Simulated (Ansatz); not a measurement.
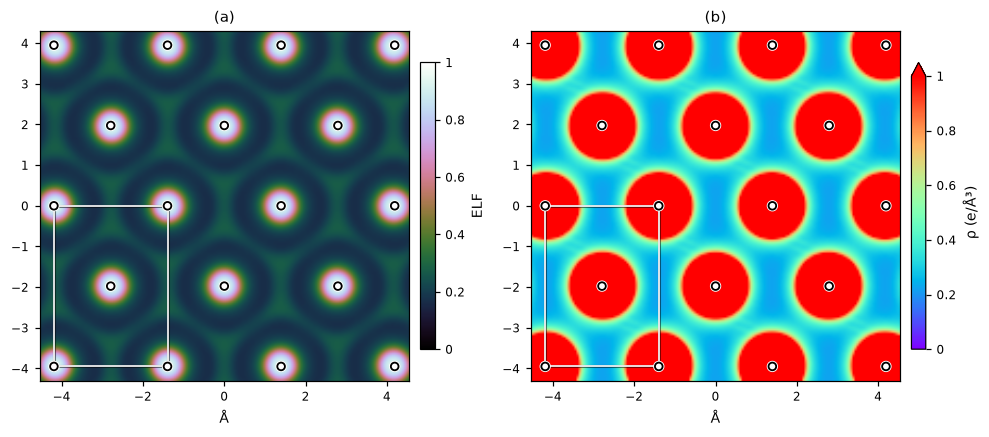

Figure 1: Cu. (a) electron localisation function; (b) valence pseudo-density on the (011̄) plane of the conventional cell. Circles mark the nuclei in the plane (Cu).

Space group Im-3m; set up as Cu, bcc; a generated structure, not necessarily the stable one; changed on purpose from its base cell (volume × 0.96); computed pressure about 8 GPa in this cell; computed without spin polarisation.

Method: Ansatz 0.2.0, DFT, PBEsol, plane waves (420 eV) with PAW, scalar-relativistic.

Input file:

```
crystal:
  lattice:
    - [-1.3967024747, 1.3967024747, 1.3967024747]
    - [1.3967024747, -1.3967024747, 1.3967024747]
    - [1.3967024747, 1.3967024747, -1.3967024747]
  atoms:
    - { symbol: Cu, position: [0.0, 0.0, 0.0] }
hamiltonian:
  xc: pbesol
  pseudopotentials:
    kind: paw
    azcp:
      Cu: "pseudopotentials/Cu.paw.azcp"
basis:
  ecutwfc: 420
  fft_grid_basis: typed
kpoints:
  mp_grid: { grid: [17, 17, 17], shift: [0, 0, 0] }
magnetization:
  spin_polarized: false
scf:
  occupations: { method: fermi_dirac, width: 0.1 }
  lower_state_search: "off"
output:
  stress: true
  write_density: true
  write_potential: true
  elf: true
  volumetric_format: npy
```

Below, planes, directions and counts refer to the conventional cell (a = 2.79 Å, b = 2.79 Å, c = 2.79 Å, α = 90.00°, β = 90.00°, γ = 90.00°).

Read the bonding off the picture.

- Atoms in the plane: Cu.
- Cu–Cu (2.42 Å): ρ at the midpoint is about 0.33 e/Å³; the ELF is about 0.20 at the midpoint (no localised pair shows between them).
- Between the atoms the lowest density in this plane is 0.22 e/Å³.
- The features right at Cu lie inside the PAW spheres, where the map follows smoothed inner orbitals and isn't to be read closely.
